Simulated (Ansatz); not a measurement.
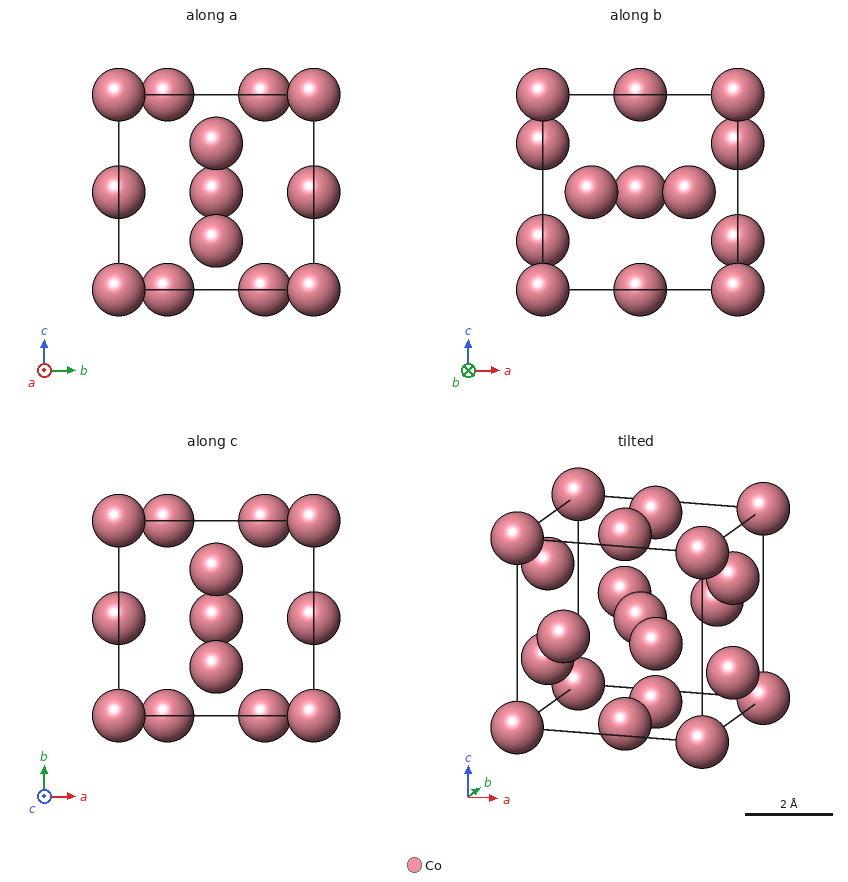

This spheres-only model is shown along the a axis, along the b axis, along the c axis and slightly off an axis. Lines trace the edges of the conventional unit cell.

Lattice parameters: a = 4.4978 Å, b = 4.4978 Å, c = 4.4978 Å, α = 90.000°, β = 90.000°, γ = 90.000°.

> Set out the cell and atoms as a CIF with its space group and independent sites.

```cif
data_structure
_symmetry_space_group_name_H-M 'P m -3 n'
_symmetry_Int_Tables_number 223
_cell_length_a 4.4978
_cell_length_b 4.4978
_cell_length_c 4.4978
_cell_angle_alpha 90.000
_cell_angle_beta 90.000
_cell_angle_gamma 90.000
_cell_volume 90.99
loop_
_atom_site_label
_atom_site_type_symbol
_atom_site_symmetry_multiplicity
_atom_site_Wyckoff_symbol
_atom_site_fract_x
_atom_site_fract_y
_atom_site_fract_z
_atom_site_occupancy
Co1 Co 2 a 0.0000 0.0000 0.0000 1
Co2 Co 6 c 0.2500 0.0000 0.5000 1
```

Provenance: a structure type filled with this element by a generator (whether the element takes this form wasn't checked). The final geometry of a relaxation with DFT, revPBE, plane waves (420 eV) with PAW, scalar-relativistic in Ansatz is shown.
